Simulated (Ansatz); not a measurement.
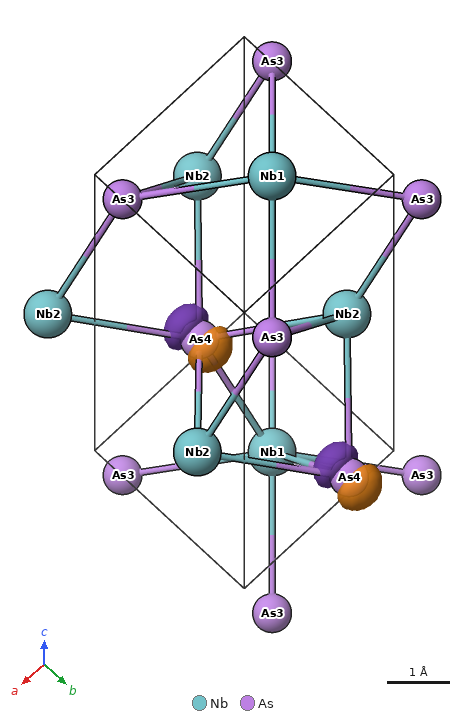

NbAs: one atom of the 4-atom cell (and its periodic copies) was moved a little. Density after less density before, orange at +1 and purple at −1 e/Å³, seen along [111]; cell a = 3.45 Å, b = 3.45 Å, c = 6.33 Å, α = 105.82°, β = 105.82°, γ = 90.00°. The lobes lie largely inside the PAW sphere, where the density is a smoothed one.

Space group I4_1md; the calculation finds a residual pressure of about 3 GPa at this fixed cell.

All numbers below come from DFT PBE, scalar-relativistic, plane waves, PAW in Ansatz 0.2.0.

### Which atom moved, and which way?

As4 moved towards the orange lobe, down and to the right in the picture. In the run the shift was 0.05 Å along [0 1 0] in the axes of the cell drawn.

### What restoring force does the calculation give for this move?

The force on it changes by 0.64 eV/Å along the move, against it: a stiffness of about 13 eV/Å² for this sublattice shift.
